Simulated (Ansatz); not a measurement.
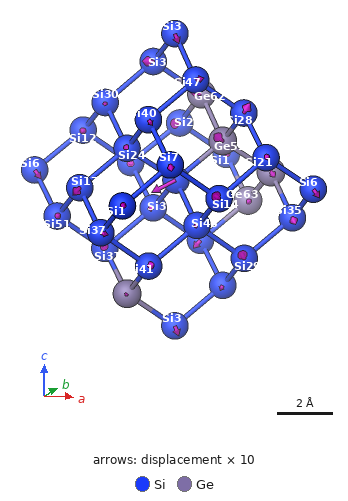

A relaxation of a crystal of Si52Ge12 (a generated structure, set up in P1). The starting structure is drawn; purple arrows show the displacements, 10 times their true length.

The picture is a ball-and-stick view of the atoms within 5.8 Å of the atom that moves most (axes of the cell of the calculation), seen slightly off an axis.

Method: DFT, PBEsol, PAW, plane waves (Ansatz). Set-up: plane-wave cutoff 420 eV; k-point mesh 1 × 1 × 1; mesh shifted by (0.25, 0.25, 0.25); no spin polarisation; cell relaxed at fixed shape; force threshold 0.03 eV/Å; at most 80 steps.

> What did the optimiser do to the structure, and how much energy did it gain?

The energy falls by 11.0 meV per atom in 3 geometry steps. The largest force component goes from 0.92 to 0.024 eV/Å. Pressure: −0.21 GPa at the start and −0.03 GPa at the end. The atom that moves furthest relative to the cell is a Si atom (0.10 Å along [−2 −1 −1]). By element the largest moves are Si 0.10 Å, Ge 0.07 Å. Cell: a = b = c 10.958 → 10.946 Å (−0.1 %). Volume −0.3 %. Among the contacts that change: Ge–Ge 2.358 → 2.434 Å, Ge–Si 2.314 → 2.389 Å, Si–Si 2.425 → 2.354 Å, Ge–Si 2.341 → 2.394 Å. Among the angles between lasting bonds that change: Si–Si–Ge 111.2° → 107.9°, Si–Ge–Si 108.1° → 111.3°, Si–Si–Si 111.4° → 108.1°. The space group stays P1 (No. 1).
